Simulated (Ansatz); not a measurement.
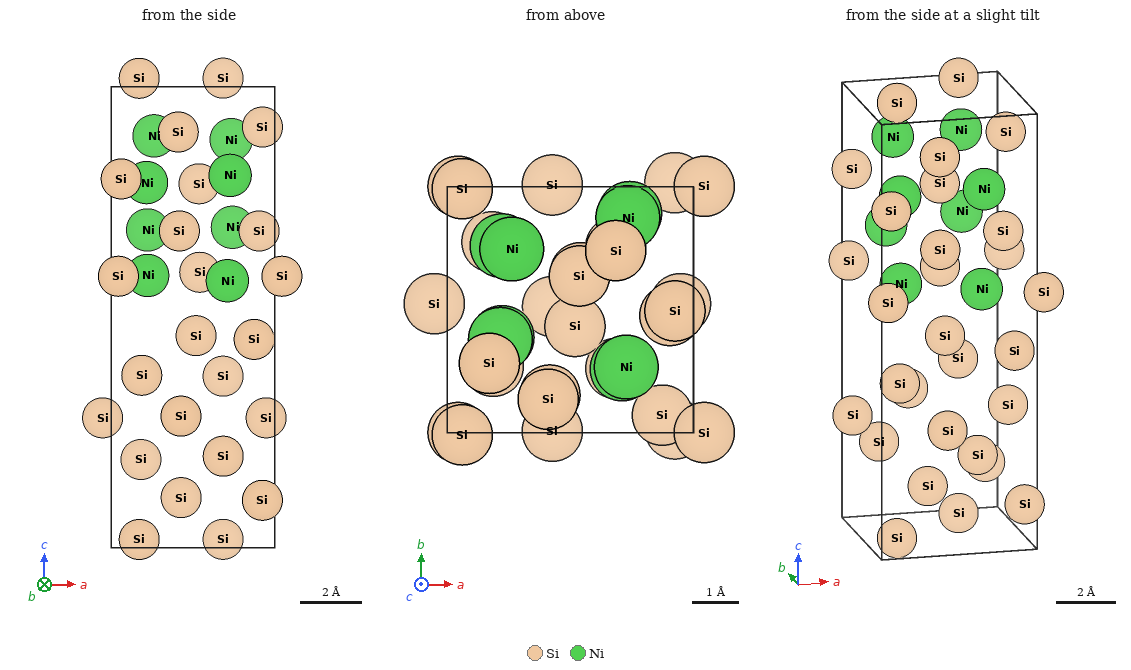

A spheres-only picture of a periodic stack of two materials, seen from the side, from above and from the side at a slight tilt; the box is the simulation cell in a reduced setting, and 1×1 cells are drawn in the plane (a layer on the cell's face shows at both ends).

Q: What is joined to what, and on which faces?

A: Si (1 0 0) (Fd-3m, 12 atoms) and SiNi (0 1 0) (Pnma, 16 atoms).

Q: Give the in-plane cell and the period of the stack.

A: The in-plane vectors are 5.44 and 5.44 Å long, those of Si, to which SiNi is strained; the stack repeats after 15.4 Å.

The atoms and the stacking vector were relaxed with Ansatz 0.2.0, DFT r2SCAN, scalar-relativistic, plane waves, PAW, the in-plane cell held. The two parents, named as they started, are listed structures, not always the stable forms, and thin layers can change their stacking on relaxation.
